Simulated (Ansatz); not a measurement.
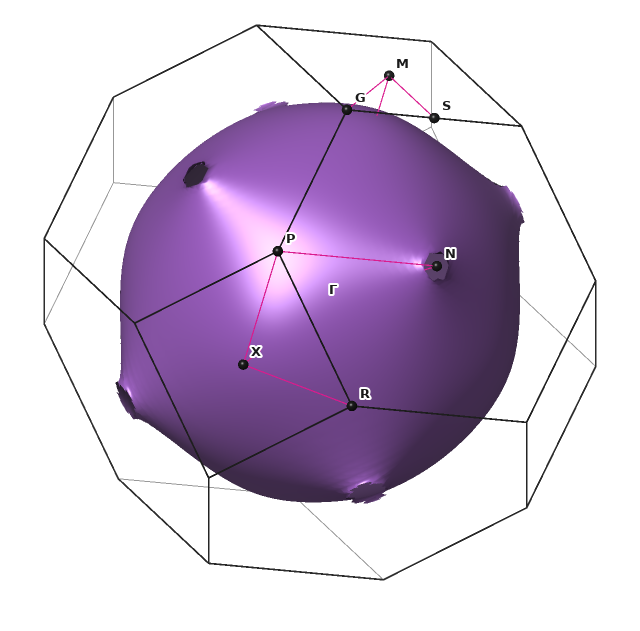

A computed Fermi surface in the first Brillouin zone. One band crosses. The brighter face of a sheet looks towards empty states.

> Which Bravais lattice has this zone?

Body-centred tetragonal.

> What do the sheets look like?

The purple sheet: a multiply connected open sheet, with filled and empty regions both running through the repeated zones in all directions (the band is filled at Γ and empty at M, X and P).
The shape of the surface of the purple sheet changes its kind within 0.06 eV of this level, so small parts may appear, vanish, join or separate.

The surface was computed for Cs (I4/mmm); other compounds with the same structure and electron count can look alike.

Level of theory: Ansatz, DFT PBE, scalar-relativistic, plane waves, PAW; levels and slopes on a dense k mesh at the converged density. No spin polarisation. The levels come from a k mesh of 24×24×24 points. Cell and positions as given, without relaxation. The cell comes from a database of computed structures, not from a measurement.

Spin-orbit coupling is left out; with Cs it can split, shift or remove sheets. Necks and pockets thinner than about two mesh steps aren't resolved, so separate pockets may in truth be joined.
